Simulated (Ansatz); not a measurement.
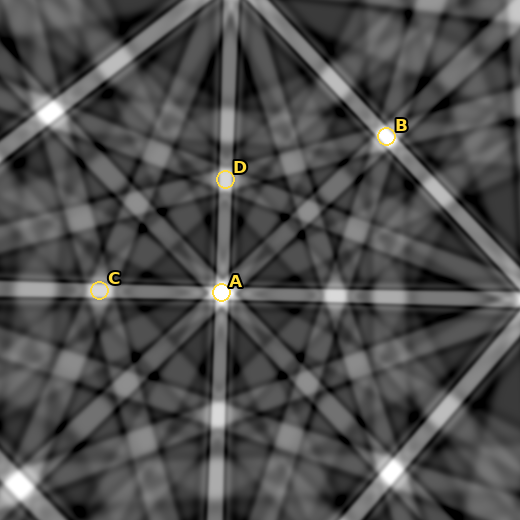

Simulated Kikuchi (electron backscatter) pattern at 20 kV: kinematic bands of width 2θ(Bragg) in gnomonic projection, seen from the camera side; the frame spans ±37° from its centre. Crystal: Tb, space group Fm-3m (No. 225), a = 5.037 Å. Structure: the input geometry of an electronic-structure calculation (not necessarily at equilibrium); the starting structure was generated, so it need not be a known form of this composition.

```cif
data_structure
_symmetry_space_group_name_H-M 'Fm-3m'
_symmetry_Int_Tables_number 225
_cell_length_a 5.0366
_cell_length_b 5.0366
_cell_length_c 5.0366
_cell_angle_alpha 90.000
_cell_angle_beta 90.000
_cell_angle_gamma 90.000
_cell_volume 127.76
loop_
_atom_site_label
_atom_site_type_symbol
_atom_site_symmetry_multiplicity
_atom_site_Wyckoff_symbol
_atom_site_fract_x
_atom_site_fract_y
_atom_site_fract_z
_atom_site_occupancy
Tb1 Tb 4 a 0.00000 0.00000 0.00000 1
```

Pole A is [001] and pole B is [112].

### Index the poles C and D.

C is [-103], 18.4° from A and 49.8° from B. D is [013], 18.4° from A and 25.4° from B.

### Which band joins A and B, and how wide is it?

It comes from the planes common to both zones. The strongest order is 2 -2 0 with d = 1.781 Å, so the band is 2θ = 2.8° wide (λ = 0.0859 Å).
